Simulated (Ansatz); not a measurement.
## Electron scattering at the twin(10-13) boundary in hcp Ru with Cu (substitutional)

Wanted: what the twin(10-13) boundary in hcp Ru with Cu (substitutional) costs an interconnect.

Program: Ansatz 0.2.0. Level of theory: Ansatz plane-wave DFT, PBE, PAW files; relaxation of a bicrystal slab with its lowest layers held; PAW set soft_1, in the first sound run; inputs show where later runs differ. Results are calculated unless marked as measured.

### Step 1. The starting structure

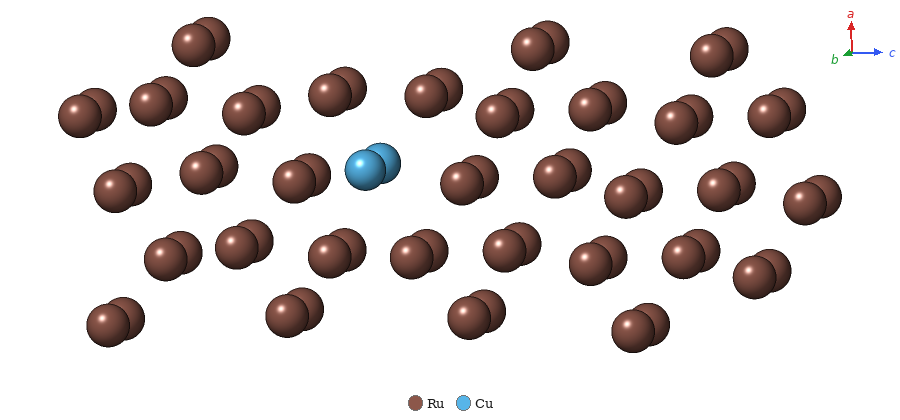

The cell as given, from the side, with the c axis across the page (ruthenium brown, copper blue). 1×2×1 cells are drawn.

The cell holds 33 atoms: 32 Ru and 1 Cu. Cell: a = 8.342 Å, b = 2.706 Å, c = 31.616 Å, α = 90.0°, β = 90.0°, γ = 80.7°. It derives from Ru. built on the (1 0 3) plane; 1 overlapping atoms removed and the grains opened by 0.3 Å. Vacuum lies along c.

### Step 2. Relaxing the bicrystal

The boundary is built by mirroring the lower grain in the boundary plane and removing any atoms that overlap; then the Cu is put in at the boundary. A thin bicrystal slab is relaxed first, with the lowest layers held and the upper grain free to shift and open.

Input file input.yaml:

```yaml
crystal:
  lattice:
    - [8.3417110409, 0.0, 0.0]
    - [0.4388400416, 2.669976228, 0.0]
    - [0.0, 0.0, 31.6163062302]
  atoms:
    - { symbol: Ru, position: [0.708785593, 0.1039405368, 0.1581462415] }
    - { symbol: Ru, position: [0.0061764829, 0.955245092, 0.1902757162] }
    - { symbol: Ru, position: [0.4656546609, 0.7255060029, 0.1967016111] }
    - { symbol: Ru, position: [0.7630455507, 0.576810558, 0.2288310859] }
    - { symbol: Ru, position: [0.2225237287, 0.3470714689, 0.2352569808] }
    - { symbol: Ru, position: [0.5199146185, 0.1983760241, 0.2673864555] }
    - { symbol: Ru, position: [0.9793927965, 0.968636935, 0.2738123504] }
    - { symbol: Ru, position: [0.2767836864, 0.8199414902, 0.3059418252] }
    - { symbol: Ru, position: [0.7362618643, 0.5902024011, 0.3123677201] }
    - { symbol: Ru, position: [0.0336527542, 0.4415069563, 0.3444971948] }
    - { symbol: Ru, position: [0.4931309322, 0.2117678672, 0.3509230898] }
    - { symbol: Ru, position: [0.790521822, 0.0630724224, 0.3830525645] }
    - { symbol: Ru, position: [0.25, 0.8333333333, 0.3894784594] }
    - { symbol: Cu, position: [0.5473908898, 0.6846378885, 0.4216079341] }
    - { symbol: Ru, position: [0.25, 0.8333333333, 0.4632261833] }
    - { symbol: Ru, position: [0.790521822, 0.0630724224, 0.4696520783] }
    - { symbol: Ru, position: [0.4931309322, 0.2117678672, 0.501781553] }
    - { symbol: Ru, position: [0.0336527542, 0.4415069563, 0.5082074479] }
    - { symbol: Ru, position: [0.7362618643, 0.5902024011, 0.5403369226] }
    - { symbol: Ru, position: [0.2767836864, 0.8199414902, 0.5467628176] }
    - { symbol: Ru, position: [0.9793927965, 0.968636935, 0.5788922923] }
    - { symbol: Ru, position: [0.5199146185, 0.1983760241, 0.5853181872] }
    - { symbol: Ru, position: [0.2225237287, 0.3470714689, 0.6174476619] }
    - { symbol: Ru, position: [0.7630455507, 0.576810558, 0.6238735569] }
    - { symbol: Ru, position: [0.4656546609, 0.7255060029, 0.6560030316] }
    - { symbol: Ru, position: [0.0061764829, 0.955245092, 0.6624289265] }
    - { symbol: Ru, position: [0.708785593, 0.1039405368, 0.6945584013] }
    - { symbol: Ru, position: [0.2493074151, 0.3336796259, 0.7009842962] }
    - { symbol: Ru, position: [0.9519165252, 0.4823750707, 0.7331137709] }
    - { symbol: Ru, position: [0.4924383472, 0.7121141598, 0.7395396658] }
    - { symbol: Ru, position: [0.1950474574, 0.8608096046, 0.7716691406] }
    - { symbol: Ru, position: [0.7355692794, 0.0905486937, 0.7780950355] }
    - { symbol: Ru, position: [0.4381783896, 0.2392441385, 0.8102245102] }
kpoints:
  mp_grid: { grid: [3, 9, 1] }
hamiltonian:
  xc: pbe
  pseudopotentials: { kind: paw, azcp: { folder: soft_1 } }
scf:
  occupations: { method: fermi_dirac, width: 0.1 }
relax:
  f_tol: 0.03
  max_steps: 80
  constraints: [{ sites: [0, 1, 2, 3, 4, 5] }]
```

Launch:

```sh
$ ansatz run input.yaml --threads 4 --pin off --max-ram 15360MiB --backend cpu --events-out ev --progress --plain --runs-dir out
```

Numbers of over 12 decimals in the logs are rounded to 6 here.

Output:

```text
Warning: crystal.symmetry: narrowed to the stabiliser of the k-point mesh — unitary ops 2 → 1; excluded 1 operation that carries a point of the 3×9×1 mesh (shift [0, 0, 0]) off the mesh (the run samples exactly the mesh kpoints.mp_grid names, as under crystal.symmetry.detect: false, and its converged state has the mesh's symmetry, not the crystal's; ε∞, the Born charges and the force constants of a linear response (`dielectric:` by the response, `phonons.method: dfpt`) are averaged over those of the crystal's operations that the state keeps within a tolerance, where `mesh_tensors`, `unaveraged_element` or `gamma_mean_max_change_ev_ang2` stands beside them; [rest of the remark cut]
Engine: ansatz 0.2.0, aarch64-unknown-linux-gnu
Pseudopotentials: kind: paw
Pseudopotential: Ru, paw, valence charge 16, recommended cutoff 420 eV (normal), soft_1/Ru.paw.azcp
Pseudopotential: Cu, paw, valence charge 19, recommended cutoff 420 eV (normal), soft_1/Cu.paw.azcp
Functional definition: PBE
  parameter kappa = 0.804
  parameter beta = 0.066725
  exchange = pbe_x(kappa = kappa, mu = beta*pi^2/3)
  correlation = pbe_c(beta = beta)
Crystal: 33 atoms, lattice volume = 704.164 Å³
Basis set: ecut = 420 eV, 13839 PW (Γ), exchange–correlation on 120×40×432 points (8 copies of the dense FFT grid, shifted against one another)
Bands: 319, of which v1, the nominal top of the filled ones, is band 266 counted from 1 (265 counted from 0)
Symmetry: 1 space group operations
k-points: 14 of 27 (time reversal used)
Non-local potential: Ru, projectors of the file, l = 0: 3, l = 1: 2, l = 2: 2, l = 3: 1
Non-local potential: Cu, projectors of the file, l = 0: 3, l = 1: 2, l = 2: 3, l = 3: 1
PAW form: soft (Blöchl's): semilocal exchange-correlation on the pseudo side does not see the compensation charge
PAW one-centre angular grid: Ru, 590 points (default); XC on 64 Gauss nodes
PAW one-centre angular grid: Cu, 590 points (default); XC on 64 Gauss nodes
Initial density: superposition of atomic densities (neutral atoms: chi_scale 0, normalization atom)
Initial wavefunctions: pseudopotential atomic-orbital guess
Functional: x = pbe(κ = 0.804, μ = 0.219515), c = pbe(β = 0.066725)
SCF iter   1: F=—  HF=-194755.468595 eV  |F-HF|=—  |Δ(HF+E_count)|=         —  Δρ=1.52e-1  dr2=2.28e2  ethr=3.10e-3  ⟨swp⟩=7.4  Hψ=17370  notcnv=0  defer=13
preconditioner: auto → LDOS  [metal: Δε(μ)=0.005 eV  Ē_g=4.899 eV  σ=0.100 eV  W_gap=0.01  n_scr=200 (ndim 8)  ℏωp=22.9 eV  f_vac=0.300  D(μ)=35.07/eV (n_scr^D=316)  β→1.0]
SCF iter   2: F=—  HF=-194759.127967 eV  |F-HF|=—  |Δ(HF+E_count)|=    3.66e0  Δρ=1.06e-1  dr2=1.23e2  ethr=3.10e-3  ⟨swp⟩=4.0  Hψ=12293  notcnv=0  defer=38
SCF iter   3: F=—  HF=-194733.528161 eV  |F-HF|=—  |Δ(HF+E_count)|=    2.56e1  Δρ=7.60e-2  dr2=5.52e1  ethr=3.10e-3  ⟨swp⟩=3.0  Hψ=10500  notcnv=0  defer=55
SCF iter   4: F=—  HF=-194732.965335 eV  |F-HF|=—  |Δ(HF+E_count)|=   5.63e-1  Δρ=3.58e-2  dr2=1.20e1  ethr=3.10e-3  ⟨swp⟩=2.1  Hψ=5758  notcnv=0  defer=54
SCF iter   5: F=—  HF=-194732.861862 eV  |F-HF|=—  |Δ(HF+E_count)|=   1.03e-1  Δρ=2.93e-2  dr2=6.81e0  ethr=2.27e-3  ⟨swp⟩=2.0  Hψ=6536  notcnv=0  defer=54
SCF iter   6: F=—  HF=-194732.737073 eV  |F-HF|=—  |Δ(HF+E_count)|=   1.25e-1  Δρ=1.83e-2  dr2=3.67e0  ethr=1.28e-3  ⟨swp⟩=1.9  Hψ=4877  notcnv=0  defer=54
SCF iter   7: F=—  HF=-194732.729901 eV  |F-HF|=—  |Δ(HF+E_count)|=   7.17e-3  Δρ=1.62e-2  dr2=2.89e0  ethr=6.91e-4  ⟨swp⟩=2.0  Hψ=5391  notcnv=0  defer=45
SCF iter   8: F=—  HF=-194732.696561 eV  |F-HF|=—  |Δ(HF+E_count)|=   3.33e-2  Δρ=1.29e-2  dr2=1.84e0  ethr=5.44e-4  ⟨swp⟩=1.5  Hψ=4693  notcnv=0  defer=45
SCF iter   9: F=—  HF=-194732.646416 eV  |F-HF|=—  |Δ(HF+E_count)|=   5.01e-2  Δρ=8.36e-3  dr2=7.94e-1  ethr=3.47e-4  ⟨swp⟩=1.7  Hψ=5673  notcnv=0  defer=45
SCF iter  10: F=—  HF=-194732.611488 eV  |F-HF|=—  |Δ(HF+E_count)|=   3.49e-2  Δρ=3.38e-3  dr2=1.33e-1  ethr=1.50e-4  ⟨swp⟩=1.8  Hψ=5400  notcnv=0  defer=45
SCF iter  11: F=—  HF=-194732.604791 eV  |F-HF|=—  |Δ(HF+E_count)|=   6.70e-3  Δρ=9.81e-4  dr2=1.11e-2  ethr=2.51e-5  ⟨swp⟩=2.0  Hψ=6730  notcnv=0  defer=45
SCF iter  12: F=—  HF=-194732.605351 eV  |F-HF|=—  |Δ(HF+E_count)|=   5.60e-4  Δρ=2.78e-4  dr2=1.10e-3  ethr=2.10e-6  ⟨swp⟩=1.9  Hψ=6042  notcnv=0  defer=45
SCF iter  13: F=—  HF=-194732.605333 eV  |F-HF|=—  |Δ(HF+E_count)|=   1.82e-5  Δρ=8.91e-5  dr2=1.16e-4  ethr=2.06e-7  ⟨swp⟩=2.0  Hψ=5729  notcnv=0  defer=45
SCF iter  14: F=-194732.605326 eV  HF=-194732.605333 eV  |F-HF|=6.48e-6  |Δ(HF+E_count)|=   4.87e-7  Δρ=3.31e-5  dr2=8.10e-6  ethr=4.24e-9  ⟨swp⟩=3.1  Hψ=16669  notcnv=0
SCF 1 converged in 14 iterations: F = -194732.605326 eV  dr2 = 8.10e-6
  greatest PAW one-centre occupation: 1.000 electrons in one spin orbital (limit 2), on the Ru atom at site 18 (counted from 0), in its partial waves of l = 0
relax step   1: F+E_penalty+E_count = -194732.60532632 eV  Δ(F+E_penalty+E_count) = +0.000e0 eV  max|allowed force component| = 1.102e0 eV/Å  Δτ_max = 0.0000 Å  (14 SCF iters, dr2 threshold 2.25e-5 eV, accepted)
Initial density: handed on by an earlier stage of this run
Initial wavefunctions: those handed on with the density
iter 1 solved again at ethr=1.77e-3 eV; its pass at ethr=3.10e-3 eV (dr2=9.41e0 eV) is discarded
SCF iter   1: F=—  HF=-194733.325667 eV  |F-HF|=—  |Δ(HF+E_count)|=         —  Δρ=1.50e-2  dr2=9.47e0  ethr=1.77e-3  ⟨swp⟩=1.0  Hψ=16499  notcnv=0  defer=28
preconditioner: auto → LDOS  [metal: Δε(μ)=0.007 eV  Ē_g=4.570 eV  σ=0.100 eV  W_gap=0.02  n_scr=200 (ndim 8)  ℏωp=22.9 eV  f_vac=0.306  D(μ)=33.94/eV (n_scr^D=302)  β→1.0]
SCF iter   2: F=—  HF=-194733.139761 eV  |F-HF|=—  |Δ(HF+E_count)|=   1.86e-1  Δρ=6.21e-3  dr2=4.25e-1  ethr=1.77e-3  ⟨swp⟩=2.1  Hψ=4852  notcnv=0  defer=28
SCF iter   3: F=—  HF=-194733.093658 eV  |F-HF|=—  |Δ(HF+E_count)|=   4.61e-2  Δρ=4.08e-3  dr2=1.93e-1  ethr=8.00e-5  ⟨swp⟩=2.9  Hψ=9804  notcnv=0  defer=38
SCF iter   4: F=—  HF=-194733.054197 eV  |F-HF|=—  |Δ(HF+E_count)|=   3.95e-2  Δρ=7.77e-4  dr2=6.70e-3  ethr=3.64e-5  ⟨swp⟩=2.3  Hψ=8247  notcnv=0  defer=38
SCF iter   5: F=—  HF=-194733.053641 eV  |F-HF|=—  |Δ(HF+E_count)|=   5.56e-4  Δρ=1.66e-4  dr2=2.03e-4  ethr=1.26e-6  ⟨swp⟩=3.0  Hψ=8457  notcnv=0  defer=47
SCF iter   6: F=—  HF=-194733.053708 eV  |F-HF|=—  |Δ(HF+E_count)|=   6.73e-5  Δρ=1.17e-4  dr2=7.87e-5  ethr=3.82e-8  ⟨swp⟩=2.3  Hψ=8167  notcnv=0  defer=47
SCF iter   7: F=-194733.053722 eV  HF=-194733.053720 eV  |F-HF|=1.10e-6  |Δ(HF+E_count)|=   1.26e-5  Δρ=3.03e-5  dr2=1.24e-5  ethr=1.43e-8  ⟨swp⟩=4.4  Hψ=13961  notcnv=0
SCF 2 converged in 7 iterations: F = -194733.053722 eV  dr2 = 1.24e-5
[...]
SCF iter   3: F=—  HF=-194733.207887 eV  |F-HF|=—  |Δ(HF+E_count)|=   5.77e-2  Δρ=3.40e-3  dr2=1.36e-1  ethr=8.33e-5  ⟨swp⟩=2.6  Hψ=9423  notcnv=0  defer=40
SCF iter   4: F=—  HF=-194733.183921 eV  |F-HF|=—  |Δ(HF+E_count)|=   2.40e-2  Δρ=6.25e-4  dr2=4.31e-3  ethr=2.55e-5  ⟨swp⟩=2.4  Hψ=8520  notcnv=0  defer=40
SCF iter   5: F=—  HF=-194733.183756 eV  |F-HF|=—  |Δ(HF+E_count)|=   1.65e-4  Δρ=1.46e-4  dr2=1.90e-4  ethr=8.11e-7  ⟨swp⟩=3.0  Hψ=9718  notcnv=0  defer=47
SCF iter   6: F=-194733.183766 eV  HF=-194733.183766 eV  |F-HF|=4.67e-8  |Δ(HF+E_count)|=   9.95e-6  Δρ=5.66e-5  dr2=2.38e-5  ethr=8.38e-9  ⟨swp⟩=3.1  Hψ=17459  notcnv=0
SCF 3 converged in 6 iterations: F = -194733.183766 eV  dr2 = 2.38e-5
relax step   3: F+E_penalty+E_count = -194733.18376630 eV  Δ(F+E_penalty+E_count) = -1.300e-1 eV  max|allowed force component| = 1.477e-1 eV/Å  Δτ_max = 0.1443 Å  (6 SCF iters, dr2 threshold 4.45e-5 eV, accepted)
[...]
relax step   4: F+E_penalty+E_count = -194733.18970871 eV  Δ(F+E_penalty+E_count) = -5.942e-3 eV  max|allowed force component| = 7.993e-2 eV/Å  Δτ_max = 0.0159 Å  (6 SCF iters, dr2 threshold 1.36e-6 eV, accepted)
SCF iter   1: F=—  HF=-194733.189942 eV  |F-HF|=—  |Δ(HF+E_count)|=         —  Δρ=4.98e-4  dr2=6.84e-3  ethr=6.41e-6  ⟨swp⟩=2.1  Hψ=7830  notcnv=0  defer=44
preconditioner: auto → LDOS  [metal: Δε(μ)=0.011 eV  Ē_g=4.590 eV  σ=0.100 eV  W_gap=0.03  n_scr=200 (ndim 8)  ℏωp=22.9 eV  f_vac=0.309  D(μ)=33.62/eV (n_scr^D=294)  β→1.0]
SCF iter   2: F=—  HF=-194733.189787 eV  |F-HF|=—  |Δ(HF+E_count)|=   1.55e-4  Δρ=2.34e-4  dr2=5.83e-4  ethr=1.29e-6  ⟨swp⟩=2.1  Hψ=6419  notcnv=0  defer=44
SCF iter   3: F=—  HF=-194733.189732 eV  |F-HF|=—  |Δ(HF+E_count)|=   5.52e-5  Δρ=1.62e-4  dr2=2.47e-4  ethr=1.10e-7  ⟨swp⟩=2.9  Hψ=9626  notcnv=0  defer=44
SCF iter   4: F=—  HF=-194733.189675 eV  |F-HF|=—  |Δ(HF+E_count)|=   5.69e-5  Δρ=5.74e-5  dr2=2.76e-5  ethr=4.66e-8  ⟨swp⟩=2.1  Hψ=6607  notcnv=0  defer=44
SCF iter   5: F=—  HF=-194733.190761 eV  |F-HF|=—  |Δ(HF+E_count)|=   1.09e-3  Δρ=1.47e-5  dr2=1.47e-6  ethr=5.19e-9  ⟨swp⟩=2.0  Hψ=6818  notcnv=0  defer=44
SCF iter   6: F=—  HF=-194733.190761 eV  |F-HF|=—  |Δ(HF+E_count)|=   3.32e-7  Δρ=5.13e-6  dr2=1.96e-7  ethr=2.76e-10  ⟨swp⟩=2.9  Hψ=8681  notcnv=0  defer=44
SCF iter   7: F=-194733.190761 eV  HF=-194733.190761 eV  |F-HF|=1.14e-8  |Δ(HF+E_count)|=   7.16e-9  Δρ=1.37e-6  dr2=1.55e-8  ethr=1.88e-11  ⟨swp⟩=5.0  Hψ=15471  notcnv=0
SCF 5 converged in 7 iterations: F = -194733.190761 eV  dr2 = 1.55e-8
relax step   5: F+E_penalty+E_count = -194733.19076072 eV  Δ(F+E_penalty+E_count) = -1.052e-3 eV  max|allowed force component| = 1.753e-2 eV/Å  Δτ_max = 0.0067 Å  (7 SCF iters, accepted)
SCF converged after 7 iterations
Free energy (F): -194733.190761 eV
Harris-Foulkes:  -194733.190761 eV  (|F-HF|=1.14e-8)
Internal energy: -194732.078894 eV  (E = F + TS)
E sigma→0 (E₀):  -194732.634827 eV
Entropy (-TS):   -1.111867 eV (-33.693 meV/atom)
Fermi energy:    13.005721 eV
--- Per-component energies (eV) ---
  E_band       = -7444.192140
  E_kinetic    = 14955.345479
  E_local      = -745226.525714  (includes V_loc(G=0)·N_el)
  E_nonlocal   = 14114.404262
  E_hartree    = 362777.221465
  E_xc         = -5489.443932
  E_vxc        = -6941.590555  (∫ρ·V_xc dr)
  E_paw        = -113867.463811  (= ΣΔE_a)
  E_vpaw       = -9900.296350  (= ΣTr[D̂ρ^β])
  E_aug_tail   = 0.021405  (compensation charges beyond the density's cutoff)
  E_ewald      = 278004.361952
  E_smearing   = -1.111867  (= −TS)
  E_closure    = -0.000000  (closes the sum)
  Σ components = -194733.190761   (vs F -194733.190761, Δ=0.00e0)
--- Forces (eV/Å), atoms counted from 1 ---
  atom   1  Ru    -0.15364136     0.02759832     0.98113398
  atom   2  Ru    -0.48699920     0.07764871     0.60384914
  atom   3  Ru     0.61891953    -0.10335702     0.43897408
  atom   4  Ru     0.01897103    -0.00117157    -0.79828749
  atom   5  Ru     0.26496304    -0.04922276    -0.85827370
  atom   6  Ru    -0.26620074     0.04811501    -0.36947433
  atom   7  Ru     0.00176324    -0.00032344     0.00484135
  atom   8  Ru    -0.00423109     0.00086221     0.00073398
  atom   9  Ru    -0.00045870     0.00000277    -0.00095629
  atom  10  Ru     0.00891989    -0.00148277    -0.01133564
  atom  11  Ru     0.00469708    -0.00069032    -0.00078104
  atom  12  Ru    -0.00941415     0.00119843     0.01447916
  atom  13  Ru    -0.00017639    -0.00122368     0.00881193
  atom  14  Cu    -0.00069319     0.00011530    -0.00585786
  atom  15  Ru    -0.00142807     0.00140450    -0.01079303
  atom  16  Ru    -0.00522575     0.00121859    -0.01212539
  atom  17  Ru     0.00326412    -0.00045928     0.00651021
  atom  18  Ru     0.00421304    -0.00048101     0.00834979
  atom  19  Ru    -0.00225523     0.00053162    -0.00343324
  atom  20  Ru    -0.00093830     0.00000073    -0.00444800
  atom  21  Ru     0.00555325    -0.00084888     0.00028212
  atom  22  Ru     0.00128857    -0.00020787    -0.00326970
  atom  23  Ru    -0.00453099     0.00079035    -0.00093048
  atom  24  Ru    -0.00097997     0.00025684    -0.00398287
  atom  25  Ru     0.00210096    -0.00029798     0.00328292
  atom  26  Ru     0.00273611    -0.00048995     0.00091994
  atom  27  Ru     0.00035415     0.00005366     0.00874556
  atom  28  Ru    -0.00114359     0.00031757    -0.00161042
  atom  29  Ru     0.00057137     0.00008244     0.00454208
  atom  30  Ru     0.00559221    -0.00090944     0.01753424
  atom  31  Ru     0.00854384    -0.00151451     0.00011241
  atom  32  Ru    -0.00481698     0.00078790    -0.00640490
  atom  33  Ru    -0.00932649     0.00169591    -0.01114514
  max |Σ_I F_I| component: 8.76e-6 eV/Å
--- Relaxed structure (5 steps of the walk, 5 accepted, 0 SCFs on fresh bases) ---
  F+E_penalty+E_count = -194733.19076072 eV   max|allowed force component| = 1.753e-2 eV/Å
  atoms:
    - { symbol: Ru, position: [0.708786, 0.103941, 0.158146] }
    - { symbol: Ru, position: [0.00617648, 0.955245, 0.1902757162] }
    - { symbol: Ru, position: [0.4656546609, 0.725506, 0.196702] }
    - { symbol: Ru, position: [0.763046, 0.576811, 0.228831] }
    - { symbol: Ru, position: [0.222524, 0.347071, 0.235257] }
    - { symbol: Ru, position: [0.5199146185, 0.198376, 0.267386] }
    - { symbol: Ru, position: [0.977740, 0.969313, 0.273007] }
    - { symbol: Ru, position: [0.276143, 0.820202, 0.304959] }
    - { symbol: Ru, position: [0.732653, 0.591804, 0.313226] }
    - { symbol: Ru, position: [0.025154, 0.445485, 0.344711] }
    - { symbol: Ru, position: [0.487243, 0.214145, 0.350918] }
    - { symbol: Ru, position: [0.795704, 0.060187, 0.384561] }
    - { symbol: Ru, position: [0.242967, 0.836572, 0.387400] }
    - { symbol: Cu, position: [0.547125, 0.684910, 0.423183] }
    - { symbol: Ru, position: [0.244225, 0.836837, 0.459446] }
    - { symbol: Ru, position: [0.793823, 0.061924, 0.462377] }
    - { symbol: Ru, position: [0.487863, 0.214850, 0.495393] }
    - { symbol: Ru, position: [0.025437, 0.446307, 0.501673] }
    - { symbol: Ru, position: [0.733706, 0.592252, 0.533636] }
    - { symbol: Ru, position: [0.277060, 0.820505, 0.542267] }
    - { symbol: Ru, position: [0.979036, 0.969639, 0.572501] }
    - { symbol: Ru, position: [0.519225, 0.199780, 0.579232] }
    - { symbol: Ru, position: [0.219646, 0.349222, 0.612549] }
    - { symbol: Ru, position: [0.763527, 0.577536, 0.617727] }
    - { symbol: Ru, position: [0.466135, 0.726386, 0.650693] }
    - { symbol: Ru, position: [0.00647277, 0.956045, 0.657573] }
    - { symbol: Ru, position: [0.708413, 0.105141, 0.689090] }
    - { symbol: Ru, position: [0.247333, 0.335633, 0.696004] }
    - { symbol: Ru, position: [0.953810, 0.482343, 0.730200] }
    - { symbol: Ru, position: [0.494474, 0.712373, 0.735183] }
    - { symbol: Ru, position: [0.201725, 0.858210, 0.764926] }
    - { symbol: Ru, position: [0.733365, 0.092474, 0.770044] }
    - { symbol: Ru, position: [0.433920, 0.242914, 0.801988] }
```

The job ended after 20 min (4 threads of Arm Neoverse N1, shared host; peak memory 5.2 GiB).

Step by step:

```
step  energy less that of the first step (eV)  largest force component (eV/Å)
   1                                   0.0000                          1.1018
   2                                  -0.4484                          0.8440
   3                                  -0.5784                          0.1477
   4                                  -0.5844                          0.0799
   5                                  -0.5854                          0.0175
```

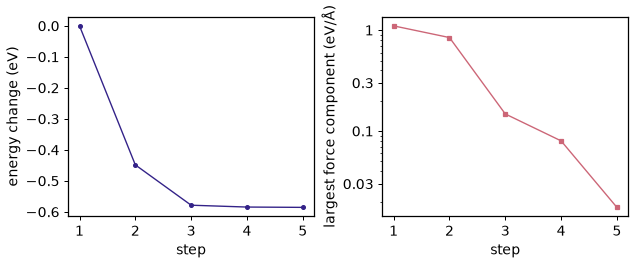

Energy and largest force along the relaxation.

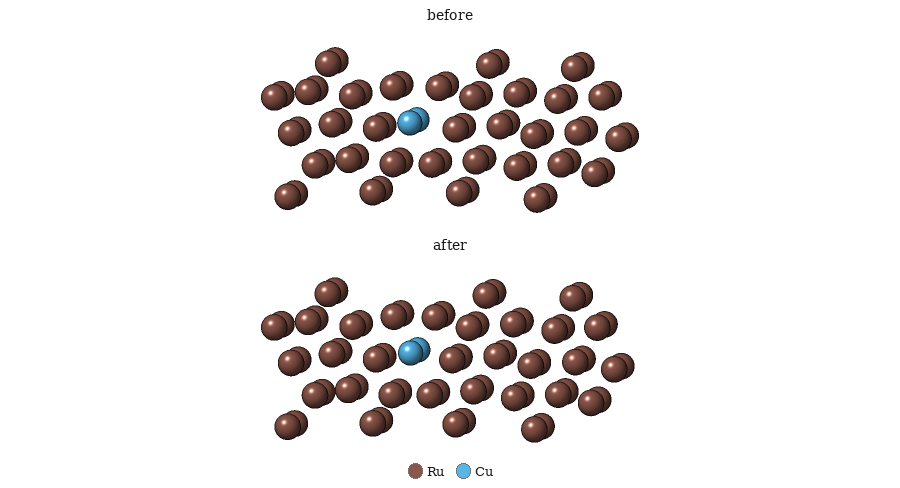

Before and after, at one scale.

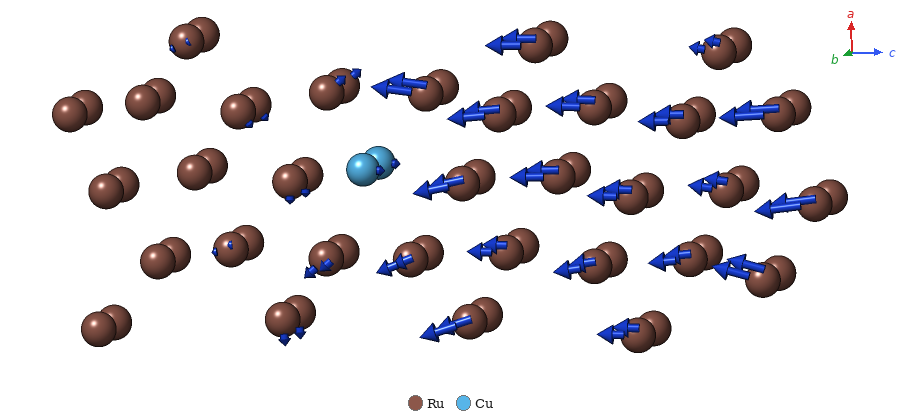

Displacements in the relaxation, exaggerated; the longest in the cell stands for 0.26 Å. 1×2×1 cells are drawn.

The atoms that moved most (Å):

```
atom      dx      dy      dz  length
Ru33  -0.034   0.010  -0.260   0.263
Ru32  -0.018   0.005  -0.255   0.255
Ru16   0.027  -0.003  -0.230   0.232
Ru31   0.055  -0.007  -0.213   0.220
Ru18  -0.066   0.013  -0.207   0.217
Ru19  -0.020   0.005  -0.212   0.213
Ru17  -0.043   0.008  -0.202   0.207
Ru21  -0.003   0.003  -0.202   0.202
```

This step gave:

```
free energy             : -194733.1908 eV
energy at zero smearing : -194732.6348 eV
Fermi energy            : 13.01 eV
```

The largest force component on a free atom ends at 0.018 eV/Å, under the tolerance of 0.03, after 5 steps.

(Continued in part 2 of 2.)

[Logs are printed without paths, hosts, clocks, repeated set-up lines and the standing remarks that a program may print on its own settings, such as how far it seeks lower states.]

[Hosts, paths, dates, database ids (printed as entryN), source tags and the programs' standing remarks are cut or masked in the printed files.]
